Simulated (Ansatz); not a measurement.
## FeGe: an electron-density study

Space group P6/mmm; the calculation finds a residual pressure of about −4 GPa at this fixed cell; spin-polarised. Net moment 4.1 μB in the 6-atom cell of the calculation; other magnetic orders weren't tried. The cell comes from a database of computed structures, not from a measurement.

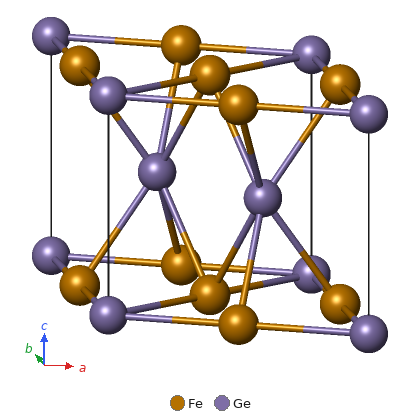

The conventional cell.

```
Fe Ge
1.0
     4.99760    0.00000    0.00000
    -2.49880    4.32805    0.00000
     0.00000    0.00000    4.11576
Fe Ge
3 3
Cartesian
  2.4988 0.0000 0.0000
  1.2494 2.1640 0.0000
  -1.2494 2.1640 0.0000
  0.0000 0.0000 0.0000
  0.0000 2.8854 2.0579
  2.4988 1.4427 2.0579
```

The calculation used Ansatz, DFT PBE, scalar-relativistic, plane waves, PAW.

Core electrons are frozen (PAW), so the maps are meaningful between the atoms, not at the nuclei.

### 1. Bonding charge

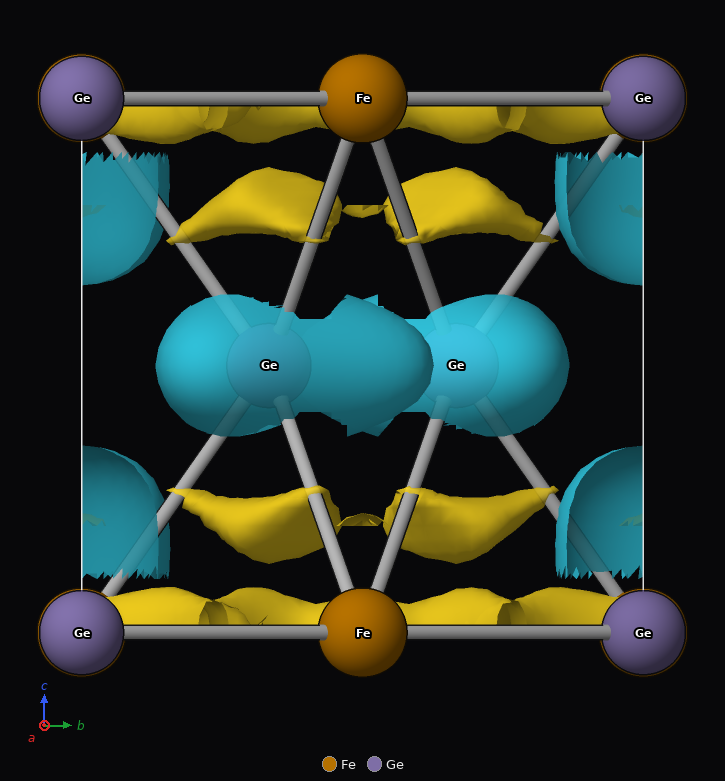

*Deformation density (self-consistent density less superposed neutral spherical atoms): yellow surfaces at +0.04 and cyan ones at −0.04 e/Å³, in the conventional cell seen along the a axis (the regions close to the nuclei are left out). Cores are masked to 0.9 Å (Fe) and 0.8 Å (Ge).*

Question: Read the map: where is density gained and where lost?

Answer: Fe–Fe (2.50 Å): Δρ is +0.04 e/Å³ at the midpoint.
Fe–Ge (2.50 Å): Δρ is +0.05 e/Å³ at the midpoint.
Ge–Ge (2.89 Å): Δρ is +0.03 e/Å³ at the midpoint.
Over the whole cell, outside the masked cores, the largest gain, 0.05 e/Å³, lies 1.2 Å from a germanium nucleus and 1.6 Å from an iron one, and the largest loss, 0.1 e/Å³, lies 0.9 Å from a germanium nucleus.
The rearranged charge, half the integral of |Δρ|, is about 0.20 e an atom.
Bader charges: Fe +0.03 and Ge −0.03 e. Among metals such charges hang on how the charge between the atoms is shared out.

### 2. States by energy

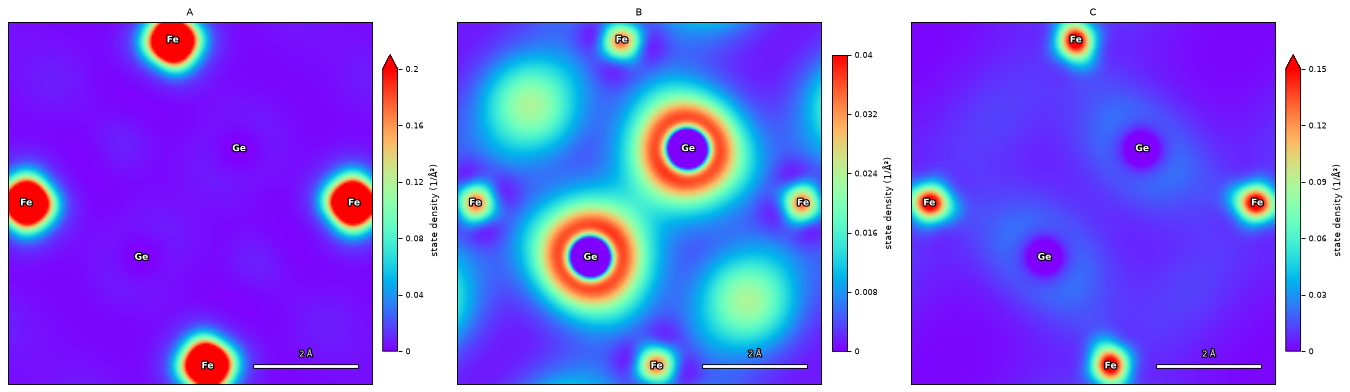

FeGe: densities of the states in three energy windows, on the (111) plane of the conventional cell.

Question: The windows, about the Fermi level, are −12.5 to −8.3 eV, −8.3 to −4.2 eV and 0.0 to +1.2 eV. Which panel shows which?

Answer: Panel A: 0.0 to +1.2 eV, the empty states just over the Fermi level, mainly Fe 3d (75 %) and Ge 4p (20 %).
Panel B: −12.5 to −8.3 eV, the lower third of the occupied valence band, mainly Ge 4s (65 %), Fe 4s (15 %) and Ge 4p (15 %).
Panel C: −8.3 to −4.2 eV, the middle third of the occupied valence band, mainly Ge 4p (45 %), Fe 3d (30 %) and Ge 4s (15 %).
The characters are Löwdin shares on a minimal set of atomic orbitals. At the bottom of an sp band the diffuse p orbitals of such a set take a share of s-like charge between the atoms, so the p share there is overstated.

### 3. Change of volume

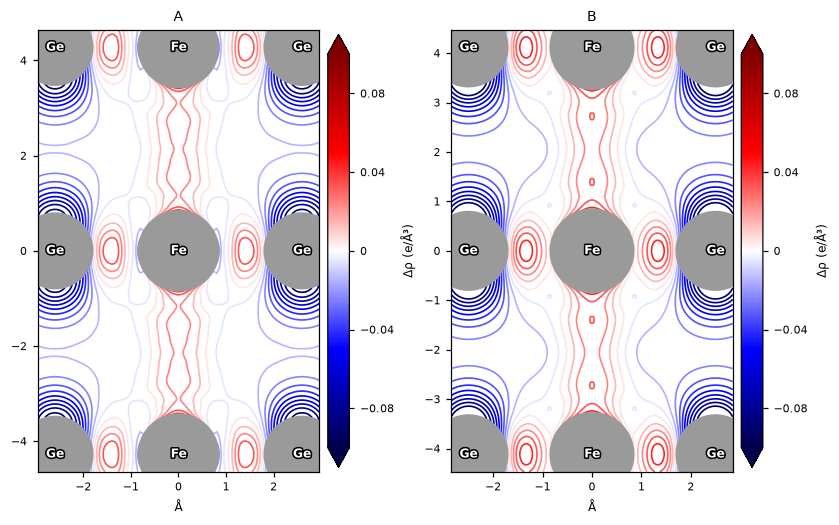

FeGe: deformation density on the (010) plane of the conventional cell at two volumes, with the same fractional coordinates and one colour scale. Grey discs cover the cores.

Question: Which panel is the larger cell, by how much, and what changes?

Answer: A is the larger cell: A has 112 % of the volume of B.
From B to A, Fe–Ge goes from 2.50 to 2.60 Å, and Δρ at its midpoint from +0.05 to +0.04 e/Å³.
The pressure is −4 GPa in B and −11 GPa in A.
The rearranged charge is 0.20 e an atom in B and 0.18 e in A.
The net moment is 4.10 μB a cell in B and 6.22 μB in A.

### 4. Moving an atom

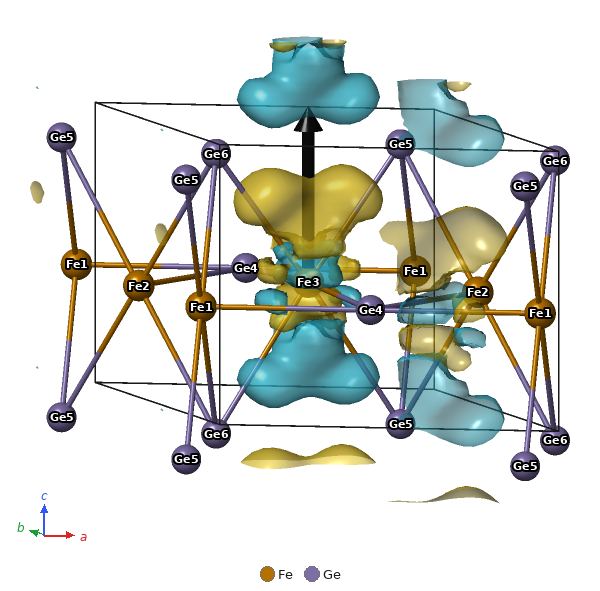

Fe3 was moved by 0.10 Å along [0 0 1] in the axes of the cell drawn (arrow, not to scale). Change of the density less the rigid motion of the neutral atom's own density: yellow surfaces at +0.01 and cyan ones at −0.01 e/Å³, in the cell of the calculation (origin moved) seen slightly off an axis.

Question: Describe the electronic response.

Answer: About 0.11 e is rearranged in the cell. Outside the cores the largest gain, 0.019 e/Å³, lies 1.1 Å from a germanium nucleus and 1.4 Å from an iron one, and the largest loss lies at the edge of the masked core of Fe.

Question: What restoring force does the calculation give for this move?

Answer: The force on it changes by 0.71 eV/Å along the move, against it: a stiffness of about 7.1 eV/Å² for this sublattice shift.

### 5. Putting it together

The two pressures give a mean stiffness −ΔP/Δln V of about 63 GPa over this range, with the atoms held at their fractional positions.
